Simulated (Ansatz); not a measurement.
System: a slab cut from Si (slab content Si₂₆), space group Ia-3 (No. 206).

Structure:
```
CELL_PARAMETERS angstrom
-3.32360 3.32360 3.32360
3.32360 -3.32360 3.32360
3.32360 3.32360 -3.32360
ATOMIC_POSITIONS crystal
Si 0.20140 0.20140 0.20140
Si 0.50000 0.00000 0.29860
Si 0.29860 0.50000 0.00000
Si 0.00000 0.29860 0.50000
Si 0.79860 0.79860 0.79860
Si 0.50000 0.00000 0.70140
Si 0.70140 0.50000 0.00000
Si 0.00000 0.70140 0.50000
```

Input of one of the runs behind the figure:
```
crystal:
  lattice:
    - [5.7566692583, 0.0, 0.0]
    - [-1.9188897528, 5.4274398261, 0.0]
    - [0.0, 0.0, 29.1009023008]
  atoms:
    - { symbol: Si, position: [0.25, 0.9513996519, 0.2577239675] }
    - { symbol: Si, position: [0.25, 0.5486003481, 0.2577239675] }
    - { symbol: Si, position: [0.8506998259, 0.3506998259, 0.2902535066] }
    - { symbol: Si, position: [0.6006998259, 0.6006998259, 0.305953106] }
    - { symbol: Si, position: [0.2013996519, 0.0, 0.338482645] }
    - { symbol: Si, position: [0.7986003481, 0.0, 0.338482645] }
    - { symbol: Si, position: [0.3993001741, 0.3993001741, 0.3710121841] }
    - { symbol: Si, position: [0.1493001741, 0.6493001741, 0.3867117834] }
    - { symbol: Si, position: [0.75, 0.4513996519, 0.4192413225] }
    - { symbol: Si, position: [0.75, 0.0486003481, 0.4192413225] }
    - { symbol: Si, position: [0.3506998259, 0.8506998259, 0.4517708616] }
    - { symbol: Si, position: [0.1006998259, 0.1006998259, 0.4674704609] }
    - { symbol: Si, position: [0.7013996519, 0.5, 0.5] }
    - { symbol: Si, position: [0.2986003481, 0.5, 0.5] }
    - { symbol: Si, position: [0.8993001741, 0.8993001741, 0.5325295391] }
    - { symbol: Si, position: [0.6493001741, 0.1493001741, 0.5482291384] }
    - { symbol: Si, position: [0.25, 0.9513996519, 0.5807586775] }
    - { symbol: Si, position: [0.25, 0.5486003481, 0.5807586775] }
    - { symbol: Si, position: [0.8506998259, 0.3506998259, 0.6132882166] }
    - { symbol: Si, position: [0.6006998259, 0.6006998259, 0.6289878159] }
    - { symbol: Si, position: [0.2013996519, 0.0, 0.661517355] }
    - { symbol: Si, position: [0.7986003481, 0.0, 0.661517355] }
    - { symbol: Si, position: [0.3993001741, 0.3993001741, 0.694046894] }
    - { symbol: Si, position: [0.1493001741, 0.6493001741, 0.7097464934] }
    - { symbol: Si, position: [0.75, 0.4513996519, 0.7422760325] }
    - { symbol: Si, position: [0.75, 0.0486003481, 0.7422760325] }
basis:
  ecutwfc: 500
kpoints:
  mp_grid: { grid: [7, 7, 1] }
hamiltonian:
  xc: r2scan
scf:
  occupations: { method: gaussian, width: 0.1 }
output:
  forces: true
  eigenvalues: true
relax:
  adjacent_minimum: "off"
  f_tol: 0.02
  max_steps: 60
efield:
  axis: 3
  dipole_correction: true
  ramp_width: 0.04
```

Launched with:
```bash
ansatz run input.yaml --threads 4 --pin off --max-ram 10240MiB --backend cpu --events-out ev --progress --plain --runs-dir out
```

Calculation (Ansatz 0.2.0): spacing and rumpling of the atomic planes of a slab cut from the relaxed bulk cell along the Miller plane (conventional indices), bottom to top, after all atoms relax, plane waves with PAW datasets, Γ-centred k mesh. Level: r2SCAN, no spin polarisation.

space group in which the indices count 206; Miller index h 1; Miller index k 1; Miller index l 0; top plane Si; bottom plane Si; planes 19; surface cell (1, 1); slab thickness as cut 14.1 Å; vacuum 15 Å; surface area 31.24 Å²; surface a 5.757 Å; surface b 5.757 Å; surface angle 109.5 °; slab atoms 26; wave cutoff 500 eV; k mesh 7×7×1; occupations Gaussian; smearing width 0.1 eV; boundary dipole corrected.

Describe the result: the spacing change of each pair of planes. The cases: 1–2; 2–3; 3–4; 4–5; 5–6; 6–7; 7–8; 8–9; 9–10; 10–11; 11–12; 12–13; 13–14; 14–15; 15–16; 16–17; 17–18; 18–19.

The least value, −0.401 Å, is that of 1–2 and 18–19, and the largest, 0.263 Å, that of 2–3 and 17–18. In rising order: 1–2 (−0.401), 18–19 (−0.401), 3–4 (−0.138), 16–17 (−0.138), 5–6 (−0.071), 14–15 (−0.071), 6–7 (−0.018), 13–14 (−0.018), 7–8 (−0.011), 12–13 (−0.011), 8–9 (0.003), 11–12 (0.003), 9–10 (0.011), 10–11 (0.011), 4–5 (0.147), 15–16 (0.147), 2–3 (0.263), 17–18 (0.263), in Å. The spacing to next, in Å, is 0.545 for 1–2, 0.720 for 2–3, 0.808 for 3–4, 1.094 for 4–5, 0.386 for 5–6, 0.928 for 6–7, 0.936 for 7–8, 0.460 for 8–9, 0.957 for 9–10, 0.957 for 10–11, 0.460 for 11–12, 0.936 for 12–13, 0.928 for 13–14, 0.386 for 14–15, 1.094 for 15–16, 0.808 for 16–17, 0.720 for 17–18 and 0.545 for 18–19. The content of the two planes is Si2 and Si for 1–2, Si and Si for 2–3, Si and Si2 for 3–4, Si2 and Si for 4–5, Si and Si for 5–6, Si and Si2 for 6–7, Si2 and Si for 7–8, Si and Si for 8–9, Si and Si2 for 9–10, Si2 and Si for 10–11, Si and Si for 11–12, Si and Si2 for 12–13, Si2 and Si for 13–14, Si and Si for 14–15, Si and Si2 for 15–16, Si2 and Si for 16–17, Si and Si for 17–18 and Si and Si2 for 18–19.

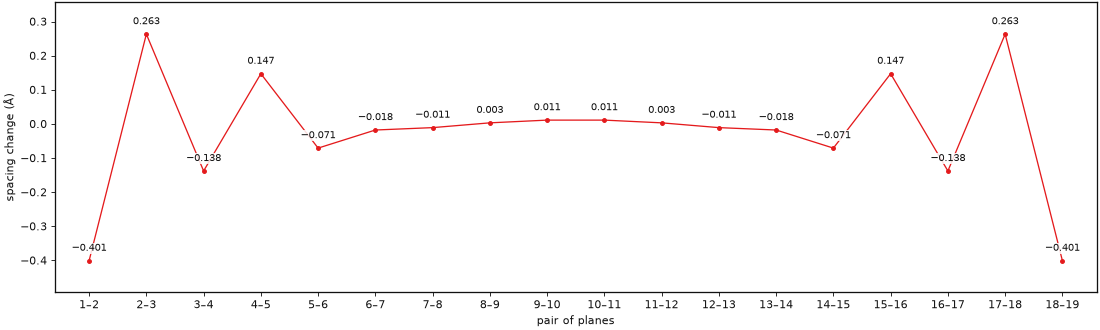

Caveats: a crossing between the sampled k points may be missed; k mesh lowers the symmetry; odd k mesh can miss points on the zone edge; xc potential rough in thin density.
